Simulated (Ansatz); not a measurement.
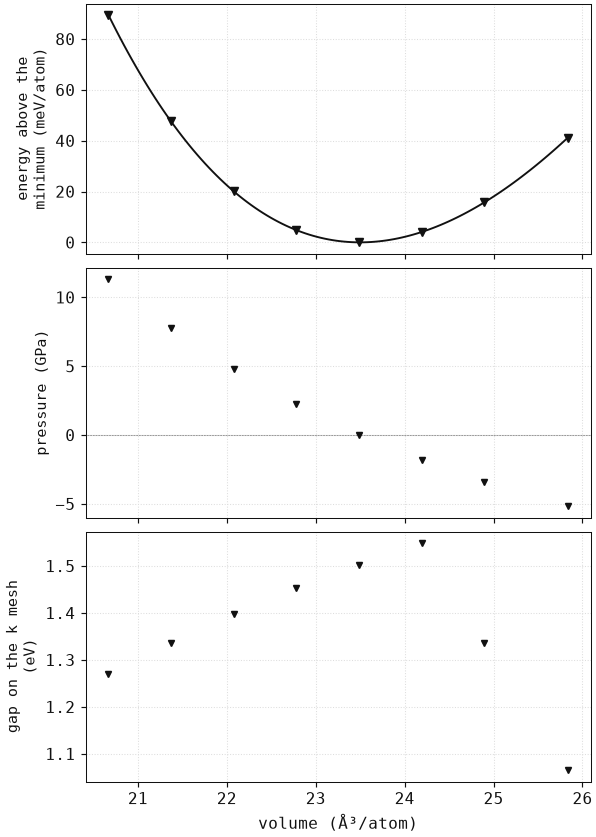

Figure. Energy above the minimum, pressure and gap on the k mesh against volume for AlAs, space group F-43m (No. 216).

A third-order Birch–Murnaghan fit gives V0 = 23.50 Å³/atom, B0 = 67.1 GPa and B′ = 4.3. The energy above the minimum is 89.4 meV/atom at volume 20.669 Å³/atom and 41.2 meV/atom at 25.836 Å³/atom; the lowest computed point is at volume 23.487 Å³/atom (0.0 meV/atom), and no other minimum shows. The pressure falls from 11.33 GPa at volume 20.669 Å³/atom to −5.18 GPa at 25.836 Å³/atom, and changes sign near 23.50 Å³/atom. The gap on the k mesh stays open and runs from 1.271 eV at volume 20.669 Å³/atom to 1.065 eV at 25.836 Å³/atom, with its largest value, 1.549 eV, at 24.192 Å³/atom.

Calculation (Ansatz 0.2.0): third-order Birch-Murnaghan fit to density functional energies at scaled volumes of the given relaxed cell, shape and atoms relaxed at each volume; energies count from the fitted minimum; plane waves with PAW datasets, Γ-centred k mesh. Level: PBE, no spin polarisation.

wave cutoff 420 eV; k mesh 8×8×8; occupations Gaussian; smearing width 0.02 eV.

Cell as given: a = 4.050 Å, b = 4.050 Å, c = 4.050 Å, α = 60.00°, β = 60.00°, γ = 60.00°; 2 atoms.
